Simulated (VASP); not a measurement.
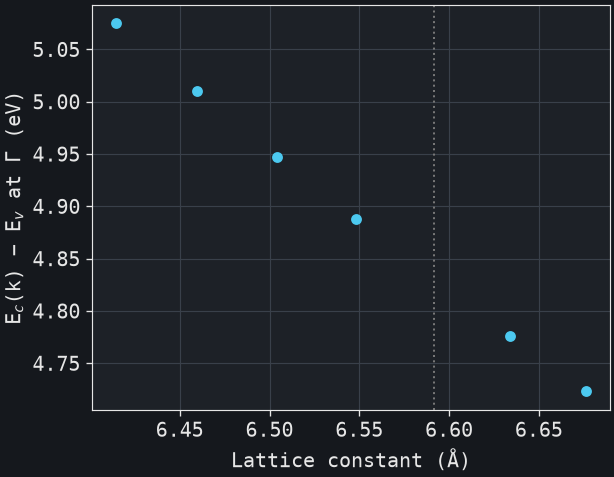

Lowest conduction level at Γ, counted from the valence-band top at Γ. One run is left out (dotted line).

System: rocksalt RbCl, space group Fm-3m, 2 atoms in the primitive cell. The cell is scaled uniformly. Computed with VASP: PBEsol, VASP PAW PBE potentials, release 64 (Rb_sv, Cl), no spin polarisation, no spin-orbit coupling, 7×7×7 k mesh, 520 eV cutoff.

```csv
cell,Γ (eV)
a = 6.414 Å,5.08
a = 6.460 Å,5.01
a = 6.504 Å,4.95
a = 6.548 Å,4.89
a = 6.634 Å,4.78
a = 6.676 Å,4.72
```

Q: What does the missing run, at a = 6.591 Å, give?

A: A fit through the other points against the logarithm of the volume gives 4.83 eV at Γ (a straight line). The run itself gives 4.83 eV, within 0.01 eV of the estimate.

Q: What is the deformation potential dE/d ln V?

A: A straight line against ln V has a slope of −2.9 eV at Γ.

The PAW data sets were made with another functional. LDA, GGA and most meta-GGA functionals understate gaps. A mesh with an odd division misses points of the zone boundary, where a smaller gap can lie.
